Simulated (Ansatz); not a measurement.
Geometry relaxation, with input and output: Hf₃O₅ (charge +1) (part 2 of 4)

The same run, continued: Hf₃O₅ (defect cell, 24 atoms in the cell, total charge +1); DFT PBEsol, scalar-relativistic, plane waves, PAW, spin-polarised (Ansatz 0.2.0); cutoff 420 eV, 2×2×2 k-mesh, Gaussian smearing of 0.01 eV, collinear spins. The structure derives from a Materials Project entry. It belongs to a series of runs on one base structure; here: Hf on a O site (f), charge +1, atoms relaxed at the host's cell.

Geometry of the input (Å; fractional positions):
```
-4.8301  -4.8301  0.0000
-4.8301  4.8301  0.0000
4.8301  0.0000  -6.4194
Hf 0.2440  0.2744  0.5139
Hf -0.0085  0.0198  -0.0027
Hf 0.7306  0.7497  0.5021
Hf 0.4791  0.4986  -0.0000
Hf 0.0407  0.6256  0.2503
Hf 0.8677  0.3872  0.7556
Hf 0.6680  0.1325  0.2509
Hf 0.3634  0.8822  0.7461
Hf 0.3511  0.8748  0.2498
O  0.8420  0.6833  0.7503
O  0.6183  0.4307  0.2511
O  0.3427  0.1840  0.7521
O  0.4098  0.7517  0.4804
O  0.1800  0.5225  0.0217
O  0.9550  0.2817  0.5185
O  0.6878  0.0141  -0.0164
O  0.0450  0.7328  0.5294
O  0.7663  0.4542  -0.0275
O  0.5447  0.2219  0.4826
O  0.3132  -0.0096  0.0193
O  0.1079  0.3248  0.2512
O  0.8804  0.0716  0.7376
O  0.6903  0.8168  0.2511
O  0.3934  0.5847  0.7644
```

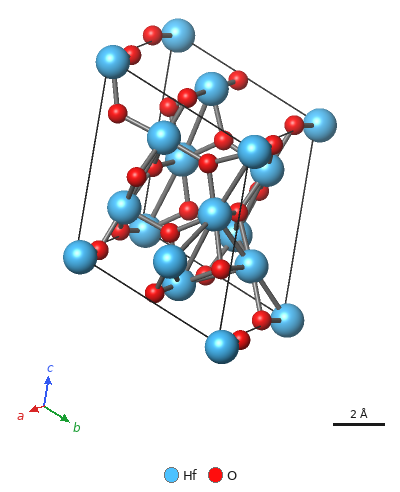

The geometry at step 9 of the log (ball-and-stick view of the cell of the calculation, seen slightly off an axis).

### Output, continued
```
--- Forces (eV/Å), atoms counted from 1 ---
  atom   1  Hf     0.00156847    -0.00587932     0.00308863
  atom   2  Hf     0.00161330    -0.00729379    -0.00253654
  atom   3  Hf     0.01140758     0.00495393     0.00234405
  atom   4  Hf     0.00975773     0.00303447    -0.00135543
  atom   5  Hf     0.00423527     0.00342619    -0.00010149
  atom   6  Hf     0.00055390    -0.00046352     0.00212156
  atom   7  Hf     0.00161283     0.00893123     0.00000398
  atom   8  Hf    -0.00004634     0.00163651    -0.00179432
  atom   9  Hf    -0.00107398     0.00956498    -0.00068523
  atom  10  O     -0.00008811     0.00301851    -0.00396129
  atom  11  O     -0.00242354    -0.00046597    -0.00004950
  atom  12  O     -0.00009930     0.00260500     0.00421297
  atom  13  O     -0.00077965    -0.00357846     0.00494978
  atom  14  O      0.00032826    -0.00301548    -0.00435276
  atom  15  O     -0.00281910    -0.00112840    -0.00035613
  atom  16  O     -0.00341542    -0.00115653    -0.00024043
  atom  17  O     -0.00767595    -0.00564570     0.00020401
  atom  18  O     -0.00664721    -0.00457474    -0.00047707
  atom  19  O     -0.00042610    -0.00463052     0.00208498
  atom  20  O     -0.00024212    -0.00488616    -0.00268341
  atom  21  O      0.00001111    -0.00292749    -0.00092413
  atom  22  O     -0.00571270     0.00481936     0.00154876
  atom  23  O      0.00568848    -0.00038852     0.00002556
  atom  24  O     -0.00526843     0.00415145    -0.00108497
  max |Σ_I F_I| component: 1.07e-4 eV/Å
--- Charged-cell corrections in eV (Makov–Payne, q = +1.000 e, ε = [27.314, 27.314, 31.239]) ---
  F (periodic)     = -148848.266986  (uncorrected; the corrections below are reported, never added to it)
  E_corr1          = +0.108597  (monopole, q²α_M/2ε̄L, of the cell on which ε is isotropic)
  F Makov-Payne    = -148848.158389  (F + E_corr1; no measured alignment; for a localised charge, not one spread in a band: unchecked)
  no potential alignment in this run, which stands beside a crystal: run the host's input off ansatz write-host-input, and read the two finished runs by ansatz place-levels (neither reads a slab, a wire or a sheet, whose cell leaves a vacuum)
--- Band table (eV; the first three rows and the last of 16) ---
  k-point 0 ↑: bands = ["-46.4692", "-46.4689", "-46.1915", "-46.1821", "-46.1338", "-46.1275", "-46.1254", "-46.0868", "-44.9318", "-15.5839", "-15.4282", "-15.4132", "-15.3914", "-15.3577", "-15.3370", "-15.3329", "-15.1742", "-15.1683", "-15.1621", "-15.1532", "-15.1379", "-15.0886", "-15.0608", "-15.0013", "-14.9696", "-14.9629", "-14.9545", "-14.9123", "-14.9049", "-14.8849", "-14.8754", "-14.7875", "-14.7455", "-13.9798", "-13.8207", "-13.4701", "-3.9613", "-3.1959", "-3.1437", "-2.9366",
      "-2.8083", "-2.7623", "-2.7402", "-2.6864", "-2.6547", "-2.5773", "-2.3847", "-2.3307", "-2.2647", "-2.1817", "-2.0328", "3.6510", "3.6536", "3.6570", "3.6580", "3.6643", "3.6652", "3.6715", "3.6717", "3.6738", "3.6739", "3.6975", "3.6996", "3.7005", "3.7016", "3.9330", "3.9375", "3.9469", "3.9519", "3.9541", "3.9569", "3.9590", "3.9601", "3.9606", "3.9629", "3.9669", "3.9714", "3.9722", "3.9778", "3.9783",
      "3.9814", "3.9871", "3.9908", "3.9931", "3.9935", "3.9949", "4.0002", "4.0004", "4.0074", "4.0104", "4.0117", "4.0122", "4.0124", "4.0177", "4.0190", "4.0206", "4.0252", "4.0254", "4.0306", "4.0342", "4.0439", "4.0473", "4.0499", "4.0666", "4.0758", "4.0793", "4.0960", "5.0693", "5.0698", "5.1621", "5.1677", "5.2129", "5.2592", "5.2744", "8.2064", "8.7817", "8.8515", "9.1018", "9.1911", "9.2045",
      "9.3023", "9.4390", "9.6310", "9.6698", "9.7023", "9.7555", "9.8816", "9.9024", "10.3480", "10.5122", "10.5529", "10.6946", "10.7413", "10.9412", "10.9605", "11.1956", "11.3583", "11.3640", "11.4964", "11.5523", "11.7474", "11.8064", "11.8531", "11.8825", "11.9705", "12.0217", "12.0374", "12.2051", "12.2385", "12.2627", "12.3892", "12.4144", "12.5642", "12.6066", "12.6639", "12.8168", "12.9428", "13.0468", "13.2711", "15.4592",
      "16.4694", "16.8649", "17.3712", "18.0022", "18.5068", "18.5281", "18.7647", "18.7848", "19.0045", "19.0734", "19.1461", "19.2108", "19.2848", "19.3595", "19.3610", "19.5031", "19.5406", "19.5629", "19.5654", "19.6197", "19.7210", "20.1484", "20.2969", "20.5023", "20.8049", "20.8892", "21.1776", "21.3489", "21.7738", "22.1468", "22.1944", "22.5632", "22.6379", "22.7903", "22.8711"]
  k-point 1 ↑: bands = ["-46.4692", "-46.4690", "-46.1913", "-46.1821", "-46.1345", "-46.1271", "-46.1253", "-46.0867", "-44.9318", "-15.5775", "-15.4450", "-15.4086", "-15.3749", "-15.3414", "-15.3397", "-15.3103", "-15.2634", "-15.1855", "-15.1567", "-15.1548", "-15.0900", "-15.0855", "-15.0551", "-15.0095", "-14.9913", "-14.9584", "-14.9158", "-14.9144", "-14.9048", "-14.8913", "-14.8713", "-14.7888", "-14.7476", "-13.9818", "-13.8276", "-13.4722", "-3.4692", "-3.4506", "-3.2452", "-3.2249",
      "-2.8038", "-2.7722", "-2.7577", "-2.6661", "-2.5881", "-2.5225", "-2.3795", "-2.2885", "-2.2460", "-2.1822", "-2.0981", "3.6486", "3.6542", "3.6571", "3.6574", "3.6610", "3.6648", "3.6694", "3.6724", "3.6733", "3.6739", "3.6978", "3.6994", "3.7007", "3.7013", "3.9327", "3.9364", "3.9477", "3.9518", "3.9535", "3.9574", "3.9586", "3.9591", "3.9598", "3.9662", "3.9672", "3.9717", "3.9736", "3.9764", "3.9765",
      "3.9827", "3.9833", "3.9919", "3.9925", "3.9933", "3.9970", "4.0009", "4.0009", "4.0064", "4.0075", "4.0107", "4.0126", "4.0136", "4.0186", "4.0190", "4.0202", "4.0287", "4.0317", "4.0334", "4.0358", "4.0469", "4.0494", "4.0531", "4.0632", "4.0688", "4.0770", "4.0876", "5.0647", "5.0675", "5.1617", "5.1655", "5.2123", "5.2590", "5.2719", "8.5306", "8.6395", "8.9602", "9.1002", "9.2259", "9.3374",
      "9.3908", "9.5934", "9.6179", "9.7258", "9.9712", "10.0006", "10.0345", "10.0650", "10.1336", "10.3519", "10.4026", "10.4868", "10.5902", "10.7223", "10.8217", "11.0007", "11.0770", "11.2180", "11.2529", "11.2869", "11.7349", "11.7407", "11.8678", "11.9052", "11.9204", "12.0383", "12.1917", "12.2203", "12.3184", "12.3917", "12.5484", "12.5650", "12.6051", "12.6304", "12.7226", "12.7509", "12.8986", "12.9624", "13.1871", "15.6230",
      "16.6913", "16.9283", "17.6881", "17.9426", "17.9892", "18.3057", "18.6132", "18.6797", "18.9206", "18.9538", "19.0210", "19.0723", "19.3375", "19.3913", "19.5115", "19.5776", "19.6552", "19.7069", "19.9946", "20.1994", "20.2646", "20.3334", "20.4806", "20.6610", "20.7540", "21.0489", "21.0819", "21.1567", "21.5882", "22.0589", "22.0750", "22.2791", "22.3425", "22.5914", "22.9239"]
  k-point 2 ↑: bands = ["-46.4691", "-46.4690", "-46.1913", "-46.1822", "-46.1340", "-46.1273", "-46.1255", "-46.0868", "-44.9318", "-15.5123", "-15.5090", "-15.4434", "-15.3930", "-15.3737", "-15.3592", "-15.2545", "-15.2118", "-15.2033", "-15.1566", "-15.1157", "-15.0977", "-15.0607", "-15.0377", "-15.0013", "-14.9940", "-14.9610", "-14.9309", "-14.9229", "-14.8967", "-14.8928", "-14.8544", "-14.8104", "-14.7927", "-13.9815", "-13.8259", "-13.4708", "-3.5757", "-3.4757", "-3.1248", "-2.9076",
      "-2.8748", "-2.8576", "-2.7417", "-2.7027", "-2.6017", "-2.5607", "-2.4919", "-2.3745", "-2.2628", "-2.1270", "-2.0391", "3.6517", "3.6529", "3.6573", "3.6577", "3.6631", "3.6650", "3.6713", "3.6723", "3.6732", "3.6737", "3.6999", "3.7000", "3.7002", "3.7007", "3.9339", "3.9361", "3.9453", "3.9504", "3.9511", "3.9566", "3.9577", "3.9587", "3.9628", "3.9654", "3.9683", "3.9691", "3.9719", "3.9748", "3.9770",
      "3.9793", "3.9878", "3.9885", "3.9919", "3.9950", "3.9961", "3.9992", "4.0010", "4.0053", "4.0079", "4.0104", "4.0120", "4.0146", "4.0173", "4.0187", "4.0197", "4.0238", "4.0259", "4.0274", "4.0352", "4.0366", "4.0474", "4.0491", "4.0639", "4.0705", "4.0760", "4.0888", "5.0665", "5.0692", "5.1618", "5.1670", "5.2127", "5.2592", "5.2735", "8.5548", "8.6697", "9.1043", "9.2342", "9.3992", "9.4943",
      "9.6016", "9.6515", "9.7092", "9.8211", "9.8390", "9.9656", "10.0154", "10.0681", "10.1428", "10.2572", "10.3937", "10.4768", "10.5460", "10.8022", "10.8599", "11.0670", "11.1593", "11.2529", "11.2904", "11.4158", "11.4896", "11.6194", "11.7403", "11.7743", "11.8047", "11.9536", "12.0207", "12.0734", "12.2033", "12.2926", "12.3779", "12.4509", "12.5315", "12.5780", "12.6868", "12.7490", "12.9206", "13.0504", "13.0930", "15.8220",
      "16.3292", "16.8519", "17.7666", "17.8998", "18.2517", "18.3936", "18.6276", "18.8101", "18.8858", "18.9783", "19.1263", "19.2844", "19.3811", "19.4265", "19.4990", "19.6026", "19.7360", "19.8346", "19.9300", "20.0774", "20.1980", "20.3171", "20.4254", "20.6709", "20.8059", "20.9005", "21.0426", "21.1363", "21.4718", "21.5847", "22.1895", "22.3166", "22.6568", "22.7522", "22.8467"]
  k-point 7 ↓: bands = ["-46.4669", "-46.4666", "-46.1659", "-46.1567", "-46.1325", "-46.0993", "-46.0931", "-46.0767", "-44.8040", "-15.5911", "-15.4592", "-15.4016", "-15.3377", "-15.3195", "-15.2896", "-15.2387", "-15.2169", "-15.1744", "-15.1128", "-15.0935", "-15.0900", "-15.0545", "-15.0374", "-15.0210", "-14.9648", "-14.9468", "-14.9279", "-14.8905", "-14.8624", "-14.8371", "-14.8269", "-14.7714", "-14.7239", "-13.7528", "-13.7173", "-13.2664", "-3.2451", "-3.1464", "-3.1369", "-3.0286",
      "-2.9840", "-2.9315", "-2.8876", "-2.7481", "-2.7135", "-2.5849", "-2.4880", "-2.3988", "-2.3349", "-2.0786", "-1.9393", "3.6499", "3.6543", "3.6556", "3.6582", "3.6616", "3.6646", "3.6708", "3.6736", "3.6740", "3.6747", "3.6992", "3.6999", "3.7029", "3.7030", "3.9401", "3.9412", "3.9514", "3.9564", "3.9602", "3.9624", "3.9638", "3.9678", "3.9682", "3.9746", "3.9750", "3.9768", "3.9770", "3.9836", "3.9847",
      "3.9889", "3.9920", "3.9926", "3.9959", "3.9968", "3.9995", "4.0035", "4.0042", "4.0069", "4.0084", "4.0131", "4.0145", "4.0166", "4.0185", "4.0226", "4.0254", "4.0273", "4.0342", "4.0362", "4.0400", "4.0435", "4.0464", "4.0533", "4.0650", "4.0673", "4.0832", "4.0835", "5.0853", "5.0878", "5.2117", "5.2218", "5.2622", "5.2768", "5.2921", "9.0141", "9.2197", "9.3919", "9.4397", "9.5460", "9.5761",
      "9.7338", "9.7680", "9.8912", "10.0195", "10.1166", "10.2080", "10.2094", "10.2358", "10.2755", "10.3568", "10.3911", "10.4869", "10.6389", "10.6951", "10.7215", "10.7569", "10.8195", "10.8971", "11.0803", "11.1686", "11.2124", "11.2204", "11.4826", "11.5371", "11.7022", "11.7520", "11.9112", "11.9224", "11.9753", "11.9941", "12.1060", "12.3271", "12.5169", "12.7807", "12.8317", "12.8939", "13.0417", "13.0668", "13.1531", "16.2967",
      "16.6128", "17.2889", "18.0431", "18.1326", "18.3562", "18.3981", "18.4811", "18.5465", "18.8668", "19.1216", "19.2044", "19.3770", "19.4980", "19.5616", "19.7893", "19.8633", "19.9478", "20.0422", "20.1647", "20.2477", "20.4061", "20.4494", "20.7098", "20.7906", "20.8029", "20.9521", "21.1646", "21.5801", "21.6772", "22.0634", "22.1587", "22.2626", "22.4778", "22.7649", "22.9612"]
--- Relaxed structure (9 steps of the walk, 7 accepted, 0 SCFs on fresh bases) ---
  F+E_penalty+E_count = -148848.26698558 eV   max|allowed force component| = 1.141e-2 eV/Å
  atoms:
    - { symbol: Hf, position: [0.24752936666002423, 0.2838347634974813, 0.51103093908381] }
    - { symbol: Hf, position: [-0.012163294921527106, 0.024233183228998086, -0.008357391804265377] }
    - { symbol: Hf, position: [0.7335631848748001, 0.7400823955867355, 0.5052124484455028] }
    - { symbol: Hf, position: [0.47966340982311517, 0.48617250309557336, -0.0025344455485979056] }
    - { symbol: Hf, position: [0.038700833066819096, 0.6226680779474947, 0.25133136149751406] }
    - { symbol: Hf, position: [0.8654979761826087, 0.3838105168763688, 0.7527575295746424] }
    - { symbol: Hf, position: [0.6693694340678134, 0.12891369728354657, 0.25132902518032474] }
    - { symbol: Hf, position: [0.3641033043233092, 0.882311138278763, 0.7498875153137623] }
    - { symbol: Hf, position: [0.34961905522331943, 0.8787851266306835, 0.2512958728206025] }
    - { symbol: O, position: [0.8462834862025757, 0.6864924032590025, 0.7574282136186141] }
    - { symbol: O, position: [0.6152423014379562, 0.42767123241564675, 0.25134009889326936] }
    - { symbol: O, position: [0.34018605995660867, 0.18036655019929254, 0.7452430721962205] }
    - { symbol: O, position: [0.4110381931506817, 0.760642510827571, 0.48123916980153414] }
    - { symbol: O, position: [0.18111985116456752, 0.5307101083321992, 0.0214013900856501] }
    - { symbol: O, position: [0.9553551525551287, 0.2860893458215898, 0.5186689140547772] }
    - { symbol: O, position: [0.6880167816769347, 0.018733627934318924, -0.016012142985671676] }
    - { symbol: O, position: [0.04509585564399704, 0.7294207922970346, 0.5277042432976006] }
    - { symbol: O, position: [0.7687272955954887, 0.45303079245975236, -0.025042642476337897] }
    - { symbol: O, position: [0.5438468758924009, 0.21931498500602167, 0.48307464257893346] }
    - { symbol: O, position: [0.3120828621489563, -0.012421749871757396, 0.019554346493217526] }
    - { symbol: O, position: [0.11478909564744971, 0.32889311125503895, 0.2513443583002927] }
    - { symbol: O, position: [0.8804197298933109, 0.06854162345191589, 0.733639223724748] }
    - { symbol: O, position: [0.6768482744026509, 0.8154385930890931, 0.25132159656692776] }
    - { symbol: O, position: [0.3981098462310121, 0.5861946825976369, 0.7690105889869299] }
--- Löwdin populations: 24 sites ---
  site symbol       q [e]    m [muB]
     0     Hf     24.7540     0.1066
     1     Hf     24.7540     0.1066
     2     Hf     24.6783     0.0797
     3     Hf     24.6783     0.0797
     4     Hf     24.8218     0.0452
     5     Hf     24.5621     0.0072
     6     Hf     24.7283    -0.0111
     7     Hf     24.5621     0.0072
     8     Hf     25.5050     0.4902
     9      O      6.6152     0.0091
    10      O      6.6230    -0.0009
    11      O      6.6152     0.0091
    12      O      6.6107     0.0072
    13      O      6.6107     0.0072
    14      O      6.5877    -0.0007
    15      O      6.5877    -0.0007
    16      O      6.5817     0.0077
    17      O      6.5817     0.0077
    18      O      6.6221     0.0017
    19      O      6.6222     0.0017
    20      O      6.5997    -0.0030
    21      O      6.6292     0.0060
    22      O      6.6252     0.0141
    23      O      6.6292     0.0060
  spilling = 0.002523 (of n_electrons = 323.000000)
```

### File populations.tsv
```
# site	symbol	l	j	q_up	q_dn
# orbitals = lowdin
# n_electrons = 323.000000
# spilling = 0.002523
0	Hf	0_5S	-	0.982468	0.982151
0	Hf	0_6S	-	0.254924	0.247919
0	Hf	1_5P	-	2.991030	2.990267
0	Hf	2_5D	-	1.204186	1.105703
0	Hf	3_4F	-	6.997706	6.997658
1	Hf	0_5S	-	0.982467	0.982151
1	Hf	0_6S	-	0.254906	0.247896
1	Hf	1_5P	-	2.991028	2.990265
1	Hf	2_5D	-	1.204179	1.105734
1	Hf	3_4F	-	6.997705	6.997657
2	Hf	0_5S	-	0.981817	0.981587
2	Hf	0_6S	-	0.217835	0.214797
2	Hf	1_5P	-	2.991193	2.990921
2	Hf	2_5D	-	1.190225	1.114254
2	Hf	3_4F	-	6.997921	6.997772
3	Hf	0_5S	-	0.981817	0.981587
3	Hf	0_6S	-	0.217829	0.214794
3	Hf	1_5P	-	2.991194	2.990921
3	Hf	2_5D	-	1.190237	1.114252
3	Hf	3_4F	-	6.997921	6.997772
4	Hf	0_5S	-	0.980568	0.980503
4	Hf	0_6S	-	0.253923	0.253255
4	Hf	1_5P	-	2.987714	2.987497
4	Hf	2_5D	-	1.213769	1.169598
4	Hf	3_4F	-	6.997536	6.997425
5	Hf	0_5S	-	0.983518	0.983419
5	Hf	0_6S	-	0.219429	0.218709
5	Hf	1_5P	-	2.991683	2.991675
5	Hf	2_5D	-	1.091581	1.085280
5	Hf	3_4F	-	6.998413	6.998378
6	Hf	0_5S	-	0.980530	0.980483
6	Hf	0_6S	-	0.217124	0.218928
6	Hf	1_5P	-	2.989280	2.989250
6	Hf	2_5D	-	1.174014	1.183435
6	Hf	3_4F	-	6.997670	6.997624
7	Hf	0_5S	-	0.983518	0.983418
7	Hf	0_6S	-	0.219431	0.218710
7	Hf	1_5P	-	2.991683	2.991675
7	Hf	2_5D	-	1.091573	1.085281
7	Hf	3_4F	-	6.998413	6.998378
8	Hf	0_5S	-	0.973399	0.973339
8	Hf	0_6S	-	0.301716	0.288267
8	Hf	1_5P	-	2.981699	2.981444
8	Hf	2_5D	-	1.745516	1.268778
8	Hf	3_4F	-	6.995249	6.995579
9	O	0_2S	-	0.841776	0.841103
9	O	1_2P	-	2.470367	2.461959
10	O	0_2S	-	0.839753	0.839900
10	O	1_2P	-	2.471298	2.472027
11	O	0_2S	-	0.841776	0.841104
11	O	1_2P	-	2.470368	2.461967
12	O	0_2S	-	0.840858	0.840820
12	O	1_2P	-	2.468095	2.460933
13	O	0_2S	-	0.840850	0.840813
13	O	1_2P	-	2.468091	2.460932
14	O	0_2S	-	0.832721	0.832787
14	O	1_2P	-	2.460751	2.461412
15	O	0_2S	-	0.832715	0.832780
15	O	1_2P	-	2.460750	2.461415
16	O	0_2S	-	0.832573	0.832299
16	O	1_2P	-	2.462107	2.454688
```
